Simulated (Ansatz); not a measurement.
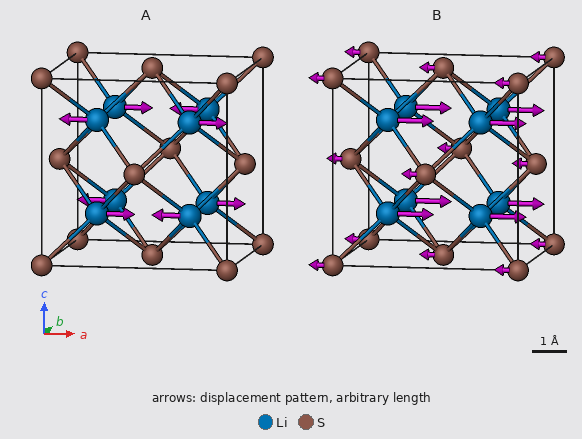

Modes of a crystal of Li2S, space group Fm-3m (No. 225), at the zone centre (one member of each degenerate set). The purple arrows are the displacements of the atoms (eigenvector over the root of the mass), of arbitrary overall length and sign. The picture is a ball-and-stick view of the conventional cell (4 times the calculation's cell), seen slightly off an axis. Lengths and directions refer to the drawn axes.

Computed with DFT PBE, scalar-relativistic, plane waves, PAW (Ansatz 0.2.0).

Frequencies are those without the non-analytic (LO–TO) term.

**Which are infrared-active and which Raman-active?**

A is T₂g, Raman-active by symmetry (372 cm⁻¹). B is T₁u, infrared-active by symmetry (319 cm⁻¹). The crystal has a centre of inversion, so no mode is both.
